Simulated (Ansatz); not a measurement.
# Geometry relaxation of Ta (part 2 of 2)

Continued. System: Ta (slab, 5 atoms in the cell). Method: DFT PBE, scalar-relativistic, plane waves, PAW, no spin polarisation (Ansatz 0.2.0); cutoff 420 eV, 13×13×1 k-mesh, Gaussian smearing of 0.1 eV. It belongs to a series of runs on one base structure; here: (1 1 0) slab, atoms relaxed.

Geometry of the input (Å; fractional positions):
```
2.8744  0.0000  0.0000
-0.9581  2.7100  0.0000
0.0000  0.0000  24.3877
Ta 0.5000  0.5000  0.3075
Ta 0.0000  0.0000  0.4038
Ta 0.5000  0.5000  0.5000
Ta 0.0000  0.0000  0.5962
Ta 0.5000  0.5000  0.6925
```

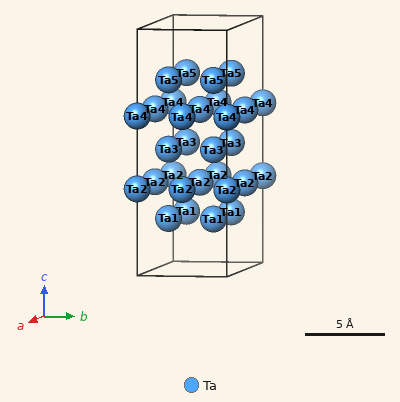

*The geometry at step 2 of the log (spheres-only view of the 2 × 2 repeat of the cell, with the vacuum cut short, seen slightly off an axis; atoms are numbered from 1 in the order of the input).*

**The program's output, continued**
```
SCF iter   1: F=—  HF=-49659.022848 eV  |F-HF|=—  |Δ(HF+E_count)|=         —  Δρ=7.85e-3  dr2=7.32e-1  ethr=1.02e-3  p=-0.000 e·Å  D=-1.07e-6 V/Å  ΔV_dip=0.00 eV  dr2_dipole=1.28e-9  V_vac-E_F(+/−)=4.65/4.65 eV  ⟨swp⟩=1.2  Hψ=6642  notcnv=0  defer=51
efield: sawtooth ramp at fractional position 0.9800 (handed on by an earlier solve), width 0.0400; the density the first Hamiltonian is built on has a dipole p = -0.000 e·Å; the dipole correction subtracts the counter field D = -1.07e-6 V/Å, which shifts the + side's vacuum level by +0.00 eV against the − side's; the planar-averaged density in the ramp window peaks in size at 2.1e-6 e/Å³
preconditioner: auto → LDOS  [metal: Δε(μ)=0.008 eV  Ē_g=3.717 eV  σ=0.100 eV  W_gap=0.05  n_scr=16 (ndim 8)  ℏωp=13.5 eV  f_vac=0.450  D(μ)=7.09/eV (n_scr^D=56)  β→1.0]
SCF iter   2: F=—  HF=-49658.976243 eV  |F-HF|=—  |Δ(HF+E_count)|=   4.66e-2  Δρ=4.32e-3  dr2=1.27e-1  ethr=1.02e-3  p=-0.000 e·Å  D=-1.31e-6 V/Å  ΔV_dip=0.00 eV  dr2_dipole=1.08e-11  V_vac-E_F(+/−)=4.84/4.84 eV  ⟨swp⟩=3.4  Hψ=2989  notcnv=0  defer=51
SCF iter   3: F=—  HF=-49658.962829 eV  |F-HF|=—  |Δ(HF+E_count)|=   1.34e-2  Δρ=1.46e-3  dr2=2.34e-2  ethr=1.95e-4  p=-0.000 e·Å  D=-7.29e-7 V/Å  ΔV_dip=0.00 eV  dr2_dipole=8.27e-11  V_vac-E_F(+/−)=4.75/4.75 eV  ⟨swp⟩=2.4  Hψ=3551  notcnv=0  defer=52
SCF iter   4: F=—  HF=-49658.960611 eV  |F-HF|=—  |Δ(HF+E_count)|=   2.22e-3  Δρ=3.54e-4  dr2=9.00e-4  ethr=3.60e-5  p=-0.000 e·Å  D=-6.32e-7 V/Å  ΔV_dip=0.00 eV  dr2_dipole=2.39e-12  V_vac-E_F(+/−)=4.76/4.76 eV  ⟨swp⟩=2.0  Hψ=2591  notcnv=0  defer=50
SCF iter   5: F=—  HF=-49658.960586 eV  |F-HF|=—  |Δ(HF+E_count)|=   2.56e-5  Δρ=8.91e-5  dr2=3.36e-5  ethr=1.39e-6  p=-0.000 e·Å  D=-5.10e-7 V/Å  ΔV_dip=0.00 eV  dr2_dipole=4.47e-13  V_vac-E_F(+/−)=4.76/4.76 eV  ⟨swp⟩=2.0  Hψ=2492  notcnv=0  defer=50
SCF iter   6: F=—  HF=-49658.960579 eV  |F-HF|=—  |Δ(HF+E_count)|=   6.49e-6  Δρ=2.53e-5  dr2=1.98e-6  ethr=5.17e-8  p=-0.000 e·Å  D=-4.46e-7 V/Å  ΔV_dip=0.00 eV  dr2_dipole=1.16e-13  V_vac-E_F(+/−)=4.76/4.76 eV  ⟨swp⟩=2.2  Hψ=3180  notcnv=0  defer=50
SCF iter   7: F=—  HF=-49658.960580 eV  |F-HF|=—  |Δ(HF+E_count)|=   7.87e-7  Δρ=8.21e-6  dr2=3.87e-7  ethr=3.04e-9  p=-0.000 e·Å  D=-4.06e-7 V/Å  ΔV_dip=0.00 eV  dr2_dipole=2.27e-16  V_vac-E_F(+/−)=4.76/4.76 eV  ⟨swp⟩=2.6  Hψ=3372  notcnv=0  defer=50
SCF iter   8: F=-49658.960580 eV  HF=-49658.960580 eV  |F-HF|=1.69e-8  |Δ(HF+E_count)|=   7.31e-9  Δρ=2.25e-6  dr2=4.70e-8  ethr=1.54e-10  p=-0.000 e·Å  D=-3.69e-7 V/Å  ΔV_dip=0.00 eV  dr2_dipole=4.33e-14  V_vac-E_F(+/−)=4.76/4.76 eV  ⟨swp⟩=18.9  Hψ=17199  notcnv=0
SCF 3 converged in 8 iterations: F = -49658.960580 eV  dr2 = 4.70e-8
  greatest PAW one-centre occupation: 0.999 electrons in one spin orbital (limit 2), on the Ta atom at site 0 (counted from 0), in its partial waves of l = 0
relax step   3: F+E_penalty+E_count = -49658.96057979 eV  Δ(F+E_penalty+E_count) = -5.652e-2 eV  max|allowed force component| = 3.623e-2 eV/Å  Δτ_max = 0.0944 Å  (8 SCF iters, accepted)
SCF iter   1: F=—  HF=-49658.965169 eV  |F-HF|=—  |Δ(HF+E_count)|=         —  Δρ=2.52e-3  dr2=2.07e-1  ethr=1.07e-3  p=-0.000 e·Å  D=-3.69e-7 V/Å  ΔV_dip=0.00 eV  dr2_dipole=3.70e-11  V_vac-E_F(+/−)=4.77/4.77 eV  ⟨swp⟩=2.7  Hψ=3186  notcnv=0  defer=51
efield: sawtooth ramp at fractional position 0.9800 (handed on by an earlier solve), width 0.0400; the density the first Hamiltonian is built on has a dipole p = -0.000 e·Å; the dipole correction subtracts the counter field D = -3.69e-7 V/Å, which shifts the + side's vacuum level by +0.00 eV against the − side's; the planar-averaged density in the ramp window peaks in size at 2.8e-6 e/Å³
preconditioner: auto → LDOS  [metal: Δε(μ)=0.017 eV  Ē_g=3.761 eV  σ=0.100 eV  W_gap=0.10  n_scr=16 (ndim 8)  ℏωp=13.5 eV  f_vac=0.455  D(μ)=6.77/eV (n_scr^D=54)  β→1.0]
SCF iter   2: F=—  HF=-49658.961224 eV  |F-HF|=—  |Δ(HF+E_count)|=   3.95e-3  Δρ=5.22e-4  dr2=3.07e-3  ethr=3.18e-4  p=-0.000 e·Å  D=-4.34e-7 V/Å  ΔV_dip=0.00 eV  dr2_dipole=2.39e-11  V_vac-E_F(+/−)=4.74/4.74 eV  ⟨swp⟩=1.0  Hψ=2303  notcnv=0  defer=51
SCF iter   3: F=—  HF=-49658.961033 eV  |F-HF|=—  |Δ(HF+E_count)|=   1.91e-4  Δρ=3.22e-4  dr2=1.17e-3  ethr=4.72e-6  p=0.000 e·Å  D=2.06e-7 V/Å  ΔV_dip=-0.00 eV  dr2_dipole=3.69e-14  V_vac-E_F(+/−)=4.76/4.76 eV  ⟨swp⟩=2.6  Hψ=3441  notcnv=0  defer=51
SCF iter   4: F=—  HF=-49658.960933 eV  |F-HF|=—  |Δ(HF+E_count)|=   1.01e-4  Δρ=6.23e-5  dr2=2.19e-5  ethr=1.81e-6  p=0.000 e·Å  D=7.30e-8 V/Å  ΔV_dip=-0.00 eV  dr2_dipole=4.43e-13  V_vac-E_F(+/−)=4.76/4.76 eV  ⟨swp⟩=2.0  Hψ=2526  notcnv=0  defer=51
SCF iter   5: F=—  HF=-49658.960919 eV  |F-HF|=—  |Δ(HF+E_count)|=   1.34e-5  Δρ=2.26e-5  dr2=1.62e-6  ethr=3.36e-8  p=0.000 e·Å  D=2.73e-8 V/Å  ΔV_dip=-0.00 eV  dr2_dipole=7.21e-13  V_vac-E_F(+/−)=4.76/4.76 eV  ⟨swp⟩=2.7  Hψ=3384  notcnv=0  defer=51
SCF iter   6: F=—  HF=-49658.960919 eV  |F-HF|=—  |Δ(HF+E_count)|=   2.44e-7  Δρ=7.26e-6  dr2=1.47e-7  ethr=2.49e-9  p=-0.000 e·Å  D=-9.68e-9 V/Å  ΔV_dip=0.00 eV  dr2_dipole=2.85e-14  V_vac-E_F(+/−)=4.76/4.76 eV  ⟨swp⟩=2.7  Hψ=3476  notcnv=0  defer=51
SCF iter   7: F=-49658.960919 eV  HF=-49658.960919 eV  |F-HF|=1.22e-9  |Δ(HF+E_count)|=   7.67e-8  Δρ=2.25e-6  dr2=1.83e-8  ethr=1.54e-10  p=-0.000 e·Å  D=-2.22e-8 V/Å  ΔV_dip=0.00 eV  dr2_dipole=1.88e-13  V_vac-E_F(+/−)=4.76/4.76 eV  ⟨swp⟩=17.9  Hψ=17018  notcnv=0
SCF 4 converged in 7 iterations: F = -49658.960919 eV  dr2 = 1.83e-8
relax step   4: F+E_penalty+E_count = -49658.96091940 eV  Δ(F+E_penalty+E_count) = -3.396e-4 eV  max|allowed force component| = 4.526e-2 eV/Å  Δτ_max = 0.0244 Å  (7 SCF iters, accepted)
SCF iter   1: F=—  HF=-49658.962068 eV  |F-HF|=—  |Δ(HF+E_count)|=         —  Δρ=1.07e-3  dr2=3.82e-2  ethr=5.15e-4  p=-0.000 e·Å  D=-2.22e-8 V/Å  ΔV_dip=0.00 eV  dr2_dipole=7.21e-11  V_vac-E_F(+/−)=4.76/4.76 eV  ⟨swp⟩=2.2  Hψ=2879  notcnv=0  defer=20
efield: sawtooth ramp at fractional position 0.9800 (handed on by an earlier solve), width 0.0400; the density the first Hamiltonian is built on has a dipole p = -0.000 e·Å; the dipole correction subtracts the counter field D = -2.22e-8 V/Å, which shifts the + side's vacuum level by +0.00 eV against the − side's; the planar-averaged density in the ramp window peaks in size at 2.7e-6 e/Å³
preconditioner: auto → LDOS  [metal: Δε(μ)=0.011 eV  Ē_g=3.742 eV  σ=0.100 eV  W_gap=0.06  n_scr=16 (ndim 8)  ℏωp=13.5 eV  f_vac=0.451  D(μ)=7.18/eV (n_scr^D=56)  β→1.0]
SCF iter   2: F=—  HF=-49658.961461 eV  |F-HF|=—  |Δ(HF+E_count)|=   6.07e-4  Δρ=2.18e-4  dr2=8.20e-4  ethr=5.87e-5  p=0.000 e·Å  D=4.53e-8 V/Å  ΔV_dip=-0.00 eV  dr2_dipole=7.03e-13  V_vac-E_F(+/−)=4.76/4.76 eV  ⟨swp⟩=1.0  Hψ=2304  notcnv=0  defer=19
SCF iter   3: F=—  HF=-49658.961431 eV  |F-HF|=—  |Δ(HF+E_count)|=   2.99e-5  Δρ=1.11e-4  dr2=1.32e-4  ethr=1.26e-6  p=-0.000 e·Å  D=-8.94e-8 V/Å  ΔV_dip=0.00 eV  dr2_dipole=1.77e-13  V_vac-E_F(+/−)=4.76/4.76 eV  ⟨swp⟩=2.0  Hψ=2420  notcnv=0  defer=19
SCF iter   4: F=—  HF=-49658.961422 eV  |F-HF|=—  |Δ(HF+E_count)|=   8.90e-6  Δρ=2.70e-5  dr2=5.77e-6  ethr=2.02e-7  p=-0.000 e·Å  D=-6.63e-8 V/Å  ΔV_dip=0.00 eV  dr2_dipole=3.40e-13  V_vac-E_F(+/−)=4.76/4.76 eV  ⟨swp⟩=2.0  Hψ=2847  notcnv=0  defer=19
SCF iter   5: F=—  HF=-49658.961408 eV  |F-HF|=—  |Δ(HF+E_count)|=   1.40e-5  Δρ=9.28e-6  dr2=2.74e-7  ethr=8.88e-9  p=-0.000 e·Å  D=-3.55e-8 V/Å  ΔV_dip=0.00 eV  dr2_dipole=4.95e-13  V_vac-E_F(+/−)=4.76/4.76 eV  ⟨swp⟩=2.7  Hψ=3383  notcnv=0  defer=19
SCF iter   6: F=-49658.961409 eV  HF=-49658.961409 eV  |F-HF|=1.62e-8  |Δ(HF+E_count)|=   4.19e-8  Δρ=3.18e-6  dr2=2.76e-8  ethr=1.54e-10  p=-0.000 e·Å  D=-2.48e-8 V/Å  ΔV_dip=0.00 eV  dr2_dipole=1.47e-14  V_vac-E_F(+/−)=4.76/4.76 eV  ⟨swp⟩=17.0  Hψ=16872  notcnv=0
SCF 5 converged in 6 iterations: F = -49658.961409 eV  dr2 = 2.76e-8
relax step   5: F+E_penalty+E_count = -49658.96140854 eV  Δ(F+E_penalty+E_count) = -4.891e-4 eV  max|allowed force component| = 2.005e-3 eV/Å  Δτ_max = 0.0090 Å  (6 SCF iters, accepted)
WARN: The output density's exchange-correlation potential varies sharply where the density is thin. Do not read a vacuum level from v_tot or v_xc, or from such a field of the output density. On a cell that repeats whose density bears no net charge and no dipole along the vacuum's axis use v_es (v_loc + v_h of the components); under efield.dipole_correction with no amplitude use v_es + v_field, which holds any external_charges[].barrier, or the levels of the report's work_function block, which leave it out; under a non-zero efield.amplitude the vacuum is tilted and has no level; on a cell that repeats and bears such a dipole with no correction it is tilted too, and efield.dipole_correction with no amplitude gives each side of its ramp a level where efield: is served; in a cell that repeats whose density bears a net charge (total_charge, or a fill off its count) it is curved and has none; of a slab under crystal.periodic whose density bears no net charge use v_es, which has a level on each side, short of where the two are joined; of another it falls or rises all the way out and has none; of a slab beside external_charges read slab_vacuum_level instead, which it has where they leave it neutral. The grid or the basis barely resolves most such structure, and the values can differ between equally converged runs; as a rule a tighter scf.convergence.dr2_threshold does not remove it. Where the density itself ripples (under the LDA too) a higher basis.ecutwfc lessens it. The files hold the spikes' plane waves up to the density's cutoff. Files: v_tot_of_output_density and the like, and their columns of v_z.tsv (output.write_potential); v_xc_of_output_density and the like, and their columns of v_comp_z.tsv (output.write_potential_components). Measured: with its Gaussian average of σ = 0.25 Å subtracted twice, the exchange-correlation potential is over 0.1 eV at 434 of the grid points where the equally averaged density (valence and model cores) is under 1e-3 e/Å³, and 0.741 eV at the most among them, at an averaged density of 8.2e-8 e/Å³. The input density's (outcome.potential() and, of a run that writes arrays, v_tot and v_xc) is over 0.1 eV, so measured, at 61 points of its own thin density, 0.123 eV at the most. See output.write_potential in the manual, Limitations
SCF converged after 6 iterations
Free energy (F): -49658.961409 eV
Harris-Foulkes:  -49658.961409 eV  (|F-HF|=1.62e-8)
Internal energy: -49658.926111 eV  (E = F + TS)
E sigma→0 (E₀):  -49658.943760 eV
Entropy (-TS):   -0.035298 eV (-7.060 meV/atom)
Fermi energy:    6.507275 eV
Dipole field:    D = -0.000000 V/Å  (p = -0.000000 e·Å, saw-weighted, corrected)
Work function:   Φ+ = 4.7585 eV   Φ− = 4.7585 eV
Levels:          The Fermi level and band energies are counted from a zero that moves with the ramp; work functions are not
--- Per-component energies (eV) ---
  E_band       = -1310.233013
  E_kinetic    = 1824.582607
  E_local      = -59551.373734  (includes V_loc(G=0)·N_el)
  E_nonlocal   = 74.665085
  E_hartree    = 28960.852041
  E_xc         = -1088.906931
  E_vxc        = -1015.701766  (∫ρ·V_xc dr)
  E_paw        = -41982.702662  (= ΣΔE_a)
  E_vpaw       = -564.078573  (= ΣTr[D̂ρ^β])
  E_aug_tail   = 0.000709  (compensation charges beyond the density's cutoff)
  E_efield     = 0.000000  (sawtooth field / dipole correction)
  E_vefield    = 0.000000  (∫n·V_field dr)
  E_ewald      = 22103.956774
  E_smearing   = -0.035298  (= −TS)
  E_closure    = 0.000000  (closes the sum)
  Σ components = -49658.961409   (vs F -49658.961409, Δ=0.00e0)
--- Forces (eV/Å), atoms counted from 1 ---
  atom   1  Ta    -0.00000000     0.00000000     0.00015774
  atom   2  Ta     0.00000000     0.00000000    -0.00200289
  atom   3  Ta     0.00000000     0.00000000    -0.00000016
  atom   4  Ta    -0.00000000    -0.00000000     0.00200492
  atom   5  Ta     0.00000000     0.00000000    -0.00015949
  max |Σ_I F_I| component: 1.24e-7 eV/Å
--- Band table (eV; the first three rows and the last of 49) ---
  k-point 0: bands = ["-60.9356", "-60.9356", "-60.5627", "-60.5290", "-60.4840", "-27.8179", "-27.7573", "-27.3493", "-27.1348", "-27.1311", "-26.9456", "-26.9131", "-26.9131", "-26.8272", "-26.6937", "-26.6527", "-26.5916", "-26.5914", "-26.5778", "-26.5296", "-1.0679", "-0.2750", "0.9422", "1.8111", "2.1294", "4.9906", "5.2149", "5.8871", "6.0931", "6.1700", "6.5783", "6.9423", "7.0152", "7.1020", "7.3696", "7.3809", "7.9588", "8.1251", "9.7232"]
  k-point 1: bands = ["-60.9323", "-60.9323", "-60.5587", "-60.5261", "-60.4821", "-27.8027", "-27.7492", "-27.3620", "-27.1731", "-27.1454", "-26.9604", "-26.9389", "-26.9348", "-26.8305", "-26.7334", "-26.6378", "-26.6264", "-26.6142", "-26.5933", "-26.5509", "-0.8776", "-0.0936", "1.1198", "2.0024", "2.3224", "5.0256", "5.2361", "5.8904", "6.0071", "6.1077", "6.5677", "6.7988", "6.8739", "7.0924", "7.3197", "7.4430", "7.6878", "8.2990", "9.5402"]
  k-point 2: bands = ["-60.9232", "-60.9232", "-60.5472", "-60.5180", "-60.4770", "-27.7614", "-27.7282", "-27.4077", "-27.2866", "-27.2046", "-27.0109", "-26.9913", "-26.9837", "-26.8624", "-26.8230", "-26.7180", "-26.6679", "-26.6388", "-26.6183", "-26.5693", "-0.3370", "0.4089", "1.5909", "2.5099", "2.8489", "5.0795", "5.2240", "5.8117", "5.8509", "5.9259", "6.3680", "6.5233", "6.6099", "6.7670", "7.0516", "7.6596", "7.7327", "8.7308", "9.4645"]
  k-point 48: bands = ["-60.8413", "-60.8413", "-60.4605", "-60.4366", "-60.4008", "-27.8834", "-27.8803", "-27.5959", "-27.5377", "-27.5328", "-27.5268", "-27.5138", "-27.4983", "-27.3632", "-27.2251", "-27.1477", "-27.0711", "-26.9403", "-26.8553", "-26.6365", "2.4085", "2.9016", "2.9810", "3.0489", "3.2738", "3.5585", "3.6703", "4.7754", "5.1976", "6.0015", "6.3146", "7.7162", "8.1220", "8.3095", "8.6933", "8.9428", "9.6072", "9.9345", "10.0059"]
--- Relaxed structure (5 steps of the walk, 4 accepted, 0 SCFs on fresh bases) ---
  F+E_penalty+E_count = -49658.96140854 eV   max|allowed force component| = 2.005e-3 eV/Å
  atoms:
    - { symbol: Ta, position: [0.5, 0.5000000000000001, 0.3120339111782675] }
    - { symbol: Ta, position: [-2.1768189108578125e-19, 7.473746778962013e-32, 0.4039971151526309] }
    - { symbol: Ta, position: [0.5, 0.5000000000000001, 0.4999999990668573] }
    - { symbol: Ta, position: [2.1768789645420207e-19, -7.508063728874846e-32, 0.5960028784720272] }
    - { symbol: Ta, position: [0.5, 0.5000000000000001, 0.6879660961302176] }
```

**Trajectory as extended XYZ (Å, eV, eV/Å), 5 frames, from step=1 to step=5**
```
5
Lattice="2.8744 0.0000 0.0000 -0.9581 2.7100 0.0000 0.0000 0.0000 24.3877" Properties=species:S:1:pos:R:3:forces:R:3 step=1 energy=-49658.90406
Ta    0.9581    1.3550    7.5000    0.0000   0.0000   0.5215
Ta    0.0000    0.0000    9.8469    0.0000   0.0000  -0.4133
Ta    0.9581    1.3550   12.1939    0.0000   0.0000   0.0000
Ta    0.0000    0.0000   14.5408    0.0000   0.0000   0.4132
Ta    0.9581    1.3550   16.8877    0.0000   0.0000  -0.5214
5
Lattice="2.8744 0.0000 0.0000 -0.9581 2.7100 0.0000 0.0000 0.0000 24.3877" Properties=species:S:1:pos:R:3:forces:R:3 step=2 energy=-49658.88280 accepted=F
Ta    0.9581    1.3550    7.6948    0.0000   0.0000  -0.7490
Ta    0.0000    0.0000    9.8282    0.0000   0.0000   0.7965
Ta    0.9581    1.3550   12.1939    0.0000   0.0000  -0.0001
Ta    0.0000    0.0000   14.5595    0.0000   0.0000  -0.7962
Ta    0.9581    1.3550   16.6929    0.0000   0.0000   0.7488
5
Lattice="2.8744 0.0000 0.0000 -0.9581 2.7100 0.0000 0.0000 0.0000 24.3877" Properties=species:S:1:pos:R:3:forces:R:3 step=3 energy=-49658.96058
Ta    0.9581    1.3550    7.5944    0.0000   0.0000   0.0362
Ta    0.0000    0.0000    9.8419    0.0000   0.0000   0.0265
Ta    0.9581    1.3550   12.1939    0.0000   0.0000   0.0000
Ta    0.0000    0.0000   14.5458    0.0000   0.0000  -0.0265
Ta    0.9581    1.3550   16.7933    0.0000   0.0000  -0.0362
5
Lattice="2.8744 0.0000 0.0000 -0.9581 2.7100 0.0000 0.0000 0.0000 24.3877" Properties=species:S:1:pos:R:3:forces:R:3 step=4 energy=-49658.96092
Ta    0.9581    1.3550    7.6188    0.0000   0.0000  -0.0088
Ta    0.0000    0.0000    9.8613    0.0000   0.0000  -0.0453
Ta    0.9581    1.3550   12.1938    0.0000   0.0000   0.0000
Ta    0.0000    0.0000   14.5264    0.0000   0.0000   0.0453
Ta    0.9581    1.3550   16.7689    0.0000   0.0000   0.0088
5
Lattice="2.8744 0.0000 0.0000 -0.9581 2.7100 0.0000 0.0000 0.0000 24.3877" Properties=species:S:1:pos:R:3:forces:R:3 step=5 energy=-49658.96141
Ta    0.9581    1.3550    7.6098    0.0000   0.0000   0.0002
Ta    0.0000    0.0000    9.8526    0.0000   0.0000  -0.0020
Ta    0.9581    1.3550   12.1939    0.0000   0.0000   0.0000
Ta    0.0000    0.0000   14.5351    0.0000   0.0000   0.0020
Ta    0.9581    1.3550   16.7779    0.0000   0.0000  -0.0002
```

**Summary**

```csv
quantity,value
outcome,converged
electrons treated,65
free energy,−49658.9614 eV
"work function, top face",4.76 eV
"work function, bottom face",4.76 eV
Fermi energy,6.507 eV
gap on the k-point mesh,none (metallic)
final volume,189.97 Å³
work function (upper face),4.76 eV
largest force (length of the vector) at the end,0.002 eV/Å
hardware,"2 threads of Intel Xeon (Emerald Rapids), 192 GiB of memory available, shared host"
wall time,53 s (CPU time 1.7 min)
peak memory,0.63 GiB
```

Warnings of the run: the exchange-correlation potential is rough where the density is thin. Spin–orbit coupling is left out, which matters for Ta.
